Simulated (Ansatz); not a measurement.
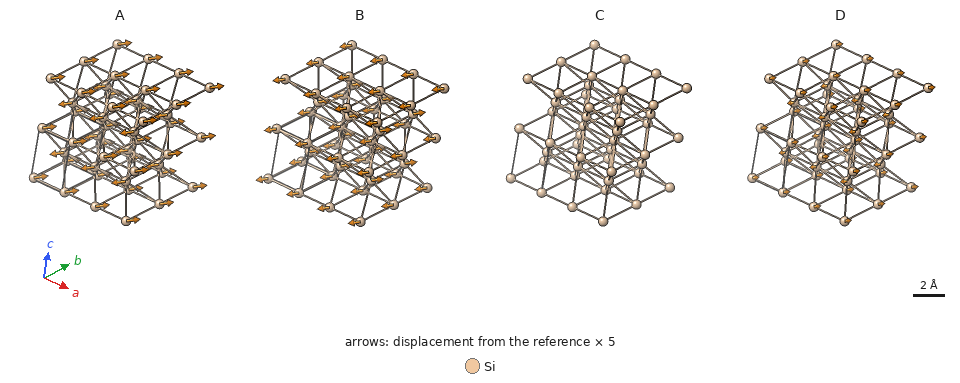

A scan of crystalline Si (I4/mmm): a normal mode of wave vector (0, 1/2, 0) of the primitive cell, folded into a doubled cell, is frozen in with the cell fixed, the amplitude being the largest displacement of an atom. A ball-and-stick model of the cell of the calculation, repeated 3 × 2 × 2 with one cell outlined, seen from a free direction. Orange arrows: displacements from the reference.

The calculation used DFT LDA, scalar-relativistic, plane waves, PAW in Ansatz 0.2.0. Set-up: plane-wave cutoff 420 eV; k-point mesh 24 × 24 × 14; occupations gaussian; smearing width 0.15 eV; no spin polarisation. Energies (free energies at the smearing named) are counted from the relaxed crystal.

Question: Order these geometries by energy, lowest first.

Answer: Lowest first: C (the amplitude 0.00 Å, 0.0 meV/cell), D (the amplitude −0.10 Å, 5.9 meV/cell), B (the amplitude 0.175 Å, 16.9 meV/cell), A (the amplitude −0.20 Å, 21.7 meV/cell). Over the whole scan: the harmonic wavenumber of the mode is 76 cm⁻¹, a stable vibration. Of the computed points the lowest is at the amplitude 0.00 Å, 0.0 meV/cell. At the ends of the scan the energy is 21.7 meV/cell (−0.20 Å) and 21.7 meV/cell (0.20 Å). The well is symmetric. At the highest point the shortest interatomic distance is 2.42 Å, against 2.61 Å in the reference. The distortion takes the space group from I4/mmm to C2/m.
